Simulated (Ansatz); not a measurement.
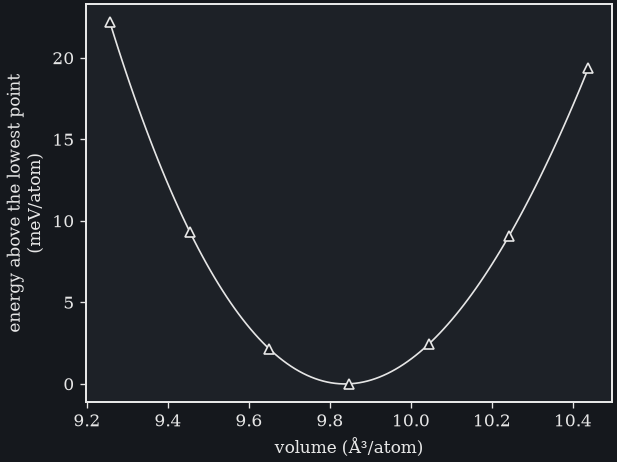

The plot gives the computed energy above the lowest point against volume for Al₂O₃, space group Pn-3m (No. 224) (one of a set of cubic test structures, which need not be the stable phase).

Computed with Ansatz 0.2.0 development build: equation of state of a cubic crystal from periodic Kohn-Sham density functional theory without spin, third-order Birch-Murnaghan fit to the free energies; pressure corrected for the finite basis. Level: PBE.

structure type cubic X2O3; atoms in cell 10; space group number 224; lattice centring simple cubic; k mesh 24×24×24; occupation method Fermi–Dirac; occupation width 0.06123 eV; wave cutoff 420 eV; datasets soft-1 PAW; density tolerance 1e−07 eV; bands 34; density cutoff ratio 4; search for lower states default.

Give the fitted equation-of-state parameters.

A third-order Birch–Murnaghan fit gives V0 = 9.84 Å³/atom, B0 = 187 GPa and B′ = 4.1.

Limits of the calculation: cubic model structure, not the ambient form.
